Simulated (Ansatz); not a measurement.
System: CuO, space group Cc (No. 9).

The given structure:
```yaml
crystal:
  lattice:
    - [2.34465, -1.71340, 0.00000]
    - [2.34465, 1.71340, 0.00000]
    - [-0.86055, 0.00000, 5.05944]
  atoms:
    - { symbol: Cu, position: [0.00320, 0.49680, 0.00000] }
    - { symbol: Cu, position: [0.49680, 0.00320, 0.50000] }
    - { symbol: O, position: [0.57140, 0.40560, 0.25370] }
    - { symbol: O, position: [0.40560, 0.57140, 0.75370] }
```

Calculation (Ansatz 0.2.0): plane-wave DFT, no spin polarisation; energies at scaled volumes of the given cell, shape and fractions fixed, counted from the fit's minimum, third-order Birch-Murnaghan fit. Level: PBE.

- k mesh: 10×10×5
- occupations: Fermi–Dirac
- smearing width: 0.05 eV
- potentials: Ansatz PAW
- wave cutoff: 420 eV
- density cutoff: 1680 eV

Describe the result: the energy and pressure against volume. The volume takes the values 9.55, 9.76, 9.96, 10.16, 10.37, 10.57, 10.77 Å³/atom.

A third-order Birch–Murnaghan fit gives V0 = 10.50 Å³/atom, B0 = 160 GPa and B′ = 4.8. The energy is 51.46 meV/atom at volume 9.55 Å³/atom and 3.33 meV/atom at 10.77 Å³/atom; the lowest computed point is at volume 10.57 Å³/atom (0.22 meV/atom). The pressure falls from 19.01 GPa at volume 9.55 Å³/atom to −3.86 GPa at 10.77 Å³/atom, and changes sign near 10.50 Å³/atom.

```json
{"volume (Å³/atom)": "9.55", "energy (meV/atom)": "51.46", "pressure (GPa)": "19.01"}
{"volume (Å³/atom)": "9.76", "energy (meV/atom)": "30.51", "pressure (GPa)": "14.07"}
{"volume (Å³/atom)": "9.96", "energy (meV/atom)": "15.53", "pressure (GPa)": "9.65"}
{"volume (Å³/atom)": "10.16", "energy (meV/atom)": "5.83", "pressure (GPa)": "5.70"}
{"volume (Å³/atom)": "10.37", "energy (meV/atom)": "0.90", "pressure (GPa)": "2.15"}
{"volume (Å³/atom)": "10.57", "energy (meV/atom)": "0.22", "pressure (GPa)": "-1.02"}
{"volume (Å³/atom)": "10.77", "energy (meV/atom)": "3.33", "pressure (GPa)": "-3.86"}
```

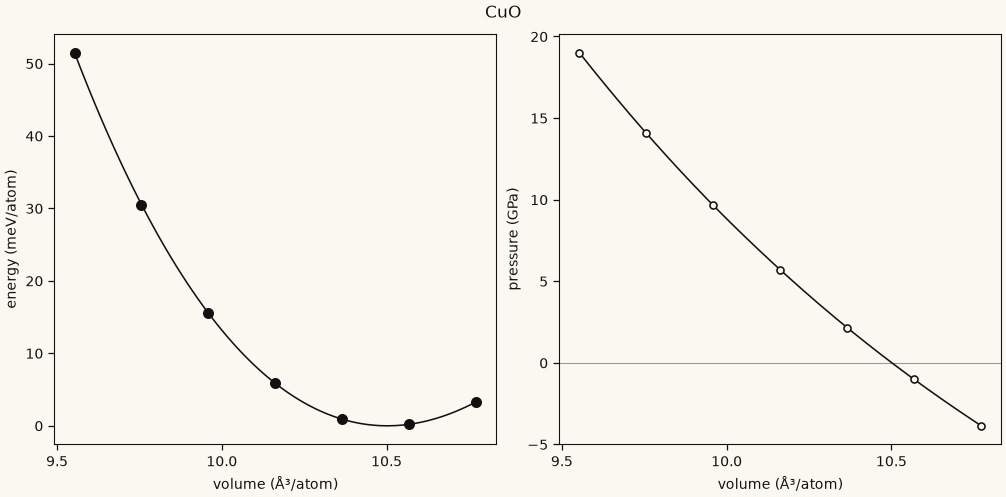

Limits of the calculation: shape and atomic fractions are frozen while scaling, which makes layered, chain and framework solids too stiff.
